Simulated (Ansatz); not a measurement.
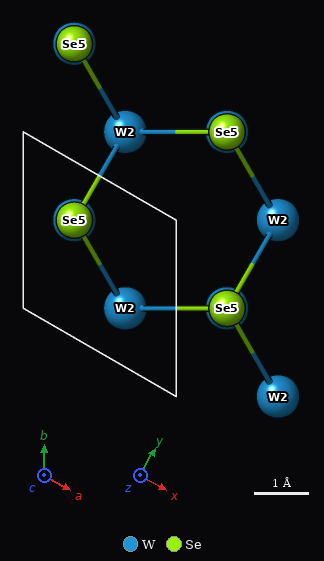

A crystal of WSe2 (P6_3/mmc): the cell is strained equally along x and y, with the atoms kept at their fractional coordinates. x, y and z are the Cartesian axes of the input. The picture shows the reference cell. A ball-and-stick model of the cell of the calculation, repeated 2 × 2 × 1 with one cell outlined, seen along the c axis.

Theory: Ansatz, DFT PBE+D3(BJ), scalar-relativistic, plane waves, PAW. (plane-wave cutoff 420 eV; k-point mesh 12 × 12 × 2; occupations gaussian; smearing width 0.05 eV; no spin polarisation). Energies (free energies at the smearing named) are counted from the relaxed crystal.

Input file:
```yaml
crystal:
  lattice:
    - [3.2790275592, 0.0, 0.0]
    - [-1.6395137796, 2.839721166, 0.0]
    - [0.0, 0.0, 12.7886113051]
  atoms:
    - { symbol: W, position: [0.3333333333, 0.6666666667, 0.25] }
    - { symbol: W, position: [0.6666666667, 0.3333333333, 0.75] }
    - { symbol: Se, position: [0.3333333333, 0.6666666667, 0.6182912222] }
    - { symbol: Se, position: [0.6666666667, 0.3333333333, 0.1182912222] }
    - { symbol: Se, position: [0.3333333333, 0.6666666667, 0.8817087778] }
    - { symbol: Se, position: [0.6666666667, 0.3333333333, 0.3817087778] }
basis:
  ecutwfc: 420
kpoints:
  mp_grid: { grid: [12, 12, 2] }
hamiltonian:
  xc: pbe
  dispersion: d3bj
scf:
  occupations: { method: gaussian, width: 0.05 }
output:
  forces: true
  stress: true
  eigenvalues: true
  write_density: true
  write_potential: true
  elf: true
  volumetric_format: npy
```

Command:
```bash
ansatz run input.yaml --threads 1 --pin off --max-ram 2560MiB --backend cpu --events-out ev --progress --plain --runs-dir out
```

**Predict the energy profile (the strain: −0.040, −0.030, −0.020, −0.010, 0.000, 0.010, 0.020, 0.030, 0.035, 0.040).**

| strain | ΔE (meV/atom) |
| --- | --- |
| −0.040 | 67.1 |
| −0.030 | 36.7 |
| −0.020 | 15.9 |
| −0.010 | 3.9 |
| 0.000 | 0.0 |
| 0.010 | 3.7 |
| 0.020 | 14.4 |
| 0.030 | 31.5 |
| 0.035 | 42.4 |
| 0.040 | 54.6 |

The lowest computed point lies at the strain 0.00 (0.0 meV/atom). The curvature at zero strain, (1/V) d²E/dε², is about 610 GPa; it is C₁₁ + C₂₂ + 2C₁₂ with clamped ions. The distortion keeps the space group P6_3/mmc. At the strain −0.04 the cell of the drawing goes a 3.279 → 3.148 Å, b 3.279 → 3.148 Å.

The computed profile:

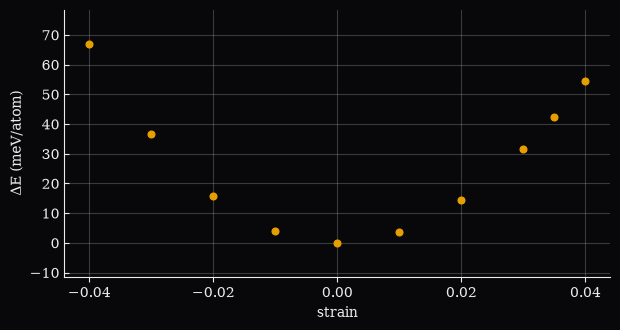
